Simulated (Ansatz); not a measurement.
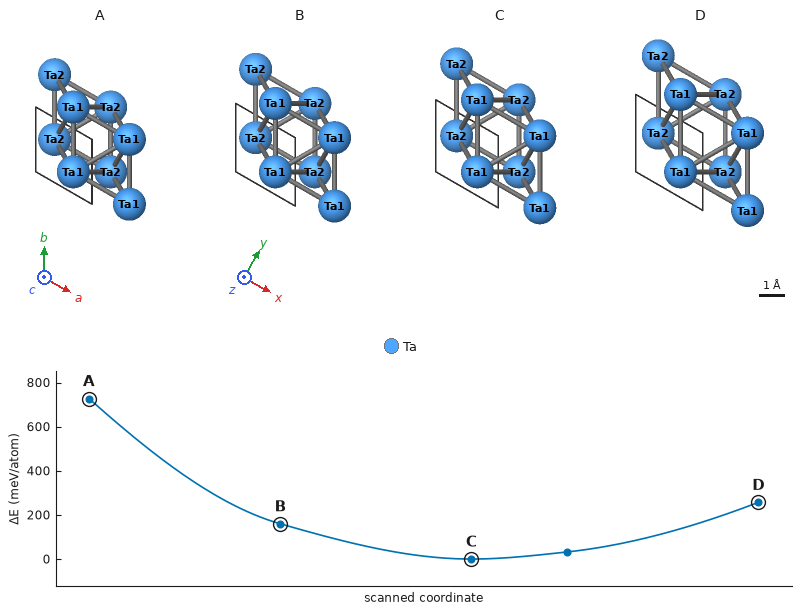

A scan of a crystal of Ta (P6_3/mmc) along one coordinate. x, y and z are the Cartesian axes of the input. A ball-and-stick model of the cell of the calculation, repeated 2 × 2 × 2 with one cell outlined, seen along the c axis.

All numbers below come from DFT r2SCAN, scalar-relativistic, plane waves, PAW (Ansatz). Settings: plane-wave cutoff 500 eV; k-point mesh 24 × 24 × 12; occupations gaussian; smearing width 0.15 eV; no spin polarisation. Energies (free energies at the smearing named) are counted from the relaxed crystal.

**What is being scanned?**

The cell is strained equally along x and y, with the atoms kept at their fractional coordinates. In the frames the strain is −0.10 (A), −0.05 (B), 0.00 (C), 0.075 (D). The lowest computed point lies at the strain 0.00 (0 meV/atom). At the ends of the scan the energy is 727 meV/atom (−0.10) and 257 meV/atom (0.075). The distortion keeps the space group P6_3/mmc. At the strain −0.10 the cell of the drawing goes a 2.888 → 2.599 Å, b 2.888 → 2.599 Å.
